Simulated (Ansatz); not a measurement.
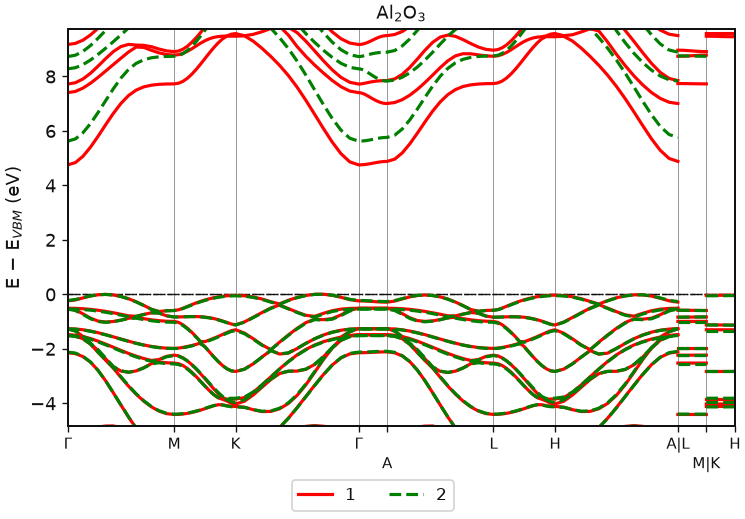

Band structures of Al₂O₃, space group P-6m2, 5 atoms in the cell (a = 2.884 Å, c = 9.337 Å (hexagonal axes)), by two methods on the same cell. Each is counted from its own valence-band top.

Which curve is which? The methods: r2SCAN, PBEsol.

1 is PBEsol; 2 is r2SCAN. PBEsol gives a gap of 4.75 eV along the path and r2SCAN gives a gap of 5.62 eV along the path.

Settings. PBEsol: Ansatz PAW, no spin polarisation, no spin-orbit coupling, 11×11×3 k mesh, 420 eV cutoff, Fermi-Dirac smearing of 0.05 eV (Ansatz 0.2.0). r2SCAN: Ansatz PAW, no spin polarisation, no spin-orbit coupling, 11×11×3 k mesh, 500 eV cutoff, Fermi-Dirac smearing of 0.05 eV (Ansatz).

The cell is at −3 GPa in PBEsol and −5 GPa in r2SCAN. The PAW data sets were made with another functional. LDA, GGA and most meta-GGA functionals understate gaps. The usual form of Al2O3 is corundum.
